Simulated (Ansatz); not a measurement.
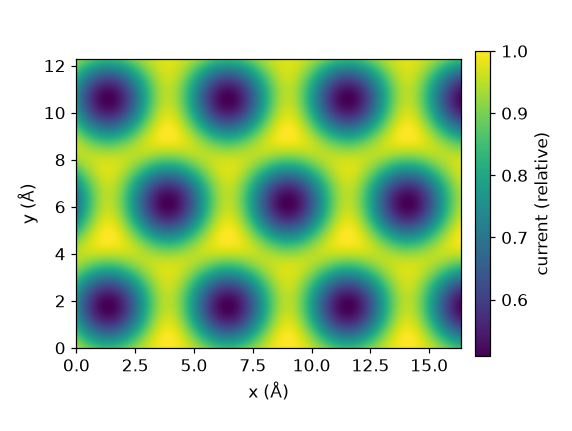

Simulated STM image (constant-height image 3.5 Å above the topmost atom, sample bias +1.00 V).

Images follow the Tersoff–Hamann model: the current is the local density of the sample's states between the Fermi level and the bias, at the tip's centre. Bias windows are sharp sums over the levels of the k mesh.

### Read the surface lattice from the image: type, spacings and angle.

The pattern repeats on a hexagonal lattice with shortest vectors of 5.1 Å at 60° (or 120°), a cell of 22.6 Å², with 2 maxima above 60 % of the range in each cell.

The surface:

Cu(111) (Fm-3m bulk, 4 atomic planes (those closer than 0.6 Å count as one), 6 Å) with one Cu vacancy in a 2 × 2 cell. The brightest spots lie over points 1.4 Å to the side of the top Cu atoms and the sites above the Cu atoms 1.9 Å below the top plane away from the vacancy; the darkest points are over the vacancy.

Method: DFT PBEsol, scalar-relativistic, plane waves, PAW in Ansatz. Cutoff 420 eV, 12 × 12 k-points, Gaussian smearing 0.1 eV, dipole correction. The slab is a cut without reconstruction beyond its cell, at the source's lattice constants, with its lower half held fixed and the rest relaxed. The defects repeat every 5.1 Å and interact, so states at the Fermi level and the work function belong to this dense array. No spin polarisation. The run couldn't confirm all of its levels under its output density. The run warns that the functional's potential is rough in the thin density of the vacuum, where the tip is; weak contrasts and barriers may feel it.
